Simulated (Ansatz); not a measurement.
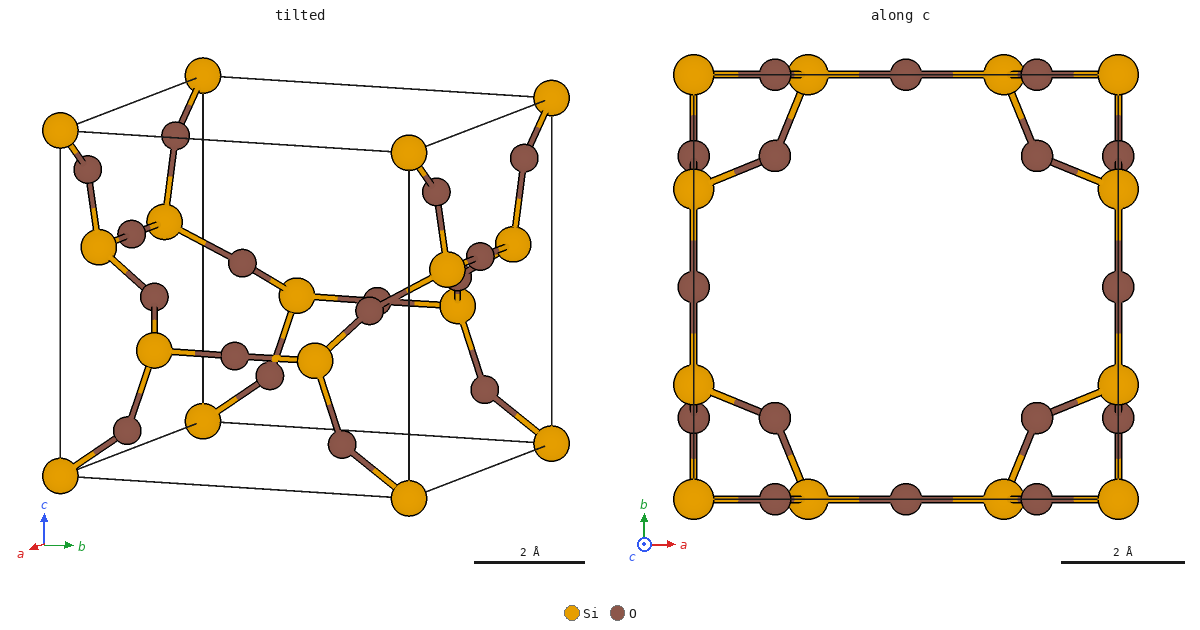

An orthographic ball-and-stick view of the structure, slightly off an axis and along the c axis. The parallelepiped is the conventional unit cell.

SiO₂, space group P-4m2 (No. 115), a = 6.91 Å, b = 6.91 Å, c = 6.42 Å, α = 90.00°, β = 90.00°, γ = 90.00°.

Computational set-up: Ansatz 0.2.0, DFT, PBE0, plane waves, PAW, a cutoff energy of 420 eV, a 2×2×2 sampling of the Brillouin zone, no spin polarisation.

Q: What does the calculation say: metal or gapped?

A: An insulator at this level, with a gap of 8.09 eV, indirect; the smallest direct gap is 8.14 eV.

Q: State the hydrostatic pressure.

A: The computed pressure is -0.2 GPa (stretched: it would shrink).

It goes back to a structure listed in the Materials Project. Earlier steps of the study may have refined or changed the cell and positions. Ansatz was used for an electronic-structure calculation on it.
